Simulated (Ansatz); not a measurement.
# Is the response still linear at 0.3 V/Å? 2H-MoSSe 5 layers, 2H (AA')

The dipole of a slab grows in proportion to a weak field along its normal. Does the weak-field slope carry to a strong field?

Set-up. Ansatz 0.2.0, plane waves with PAW datasets (its set soft_2), PBE-D3(BJ); atoms held at their relaxed places, 18 Å of vacuum, dipole correction, cell area 8.94 Å², 18×18 k-points, smearing 0.02585 eV. Without field the slab has no gap over 0.05 eV.

| run | field (V/Å) | dipole (e·Å) |
| --- | --- | --- |
| run 1 | −0.10 | −0.25410 |
| run 2 | 0.00 | −0.10613 |
| run 3 | 0.10 | 0.04212 |
| run 4 | 0.30 | ? |

Q: Estimate the withheld value from the rows shown.

A least-squares line through the 3 rows shown has slope 1.481100 and intercept −0.106037; no row lies more than 0.00009 e·Å off it. A perfect conductor with that slope would be 180.95 × 1.48110 / 8.94 = 29.98 Å thick. At 0.30 it gives 1.481100 × 0.30 + (−0.106037) = 0.33829 e·Å, beyond the rows fitted. Rounding and scatter of the rows alone allow about ±0.00028 e·Å there.

The run itself gives 0.33900 e·Å: a miss of +0.00071 e·Å. That is under 1 % of the induced dipole, so the response is still linear.

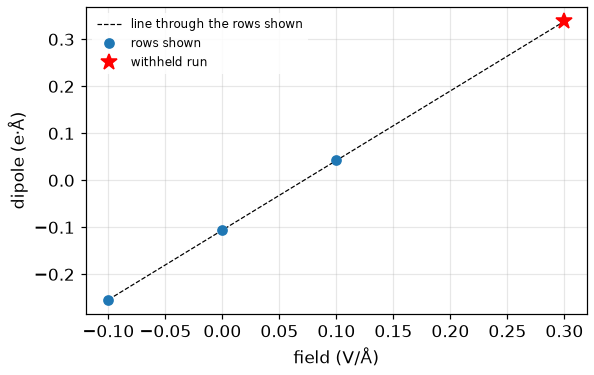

The fit and the withheld run.

Caveats: Ions are held, so this is the electronic response. Of the series that stay linear within 1 %, this collection keeps about one in seven, and it keeps all that bend. With a small gap or none the response hangs on mesh and smearing, which were not varied here.
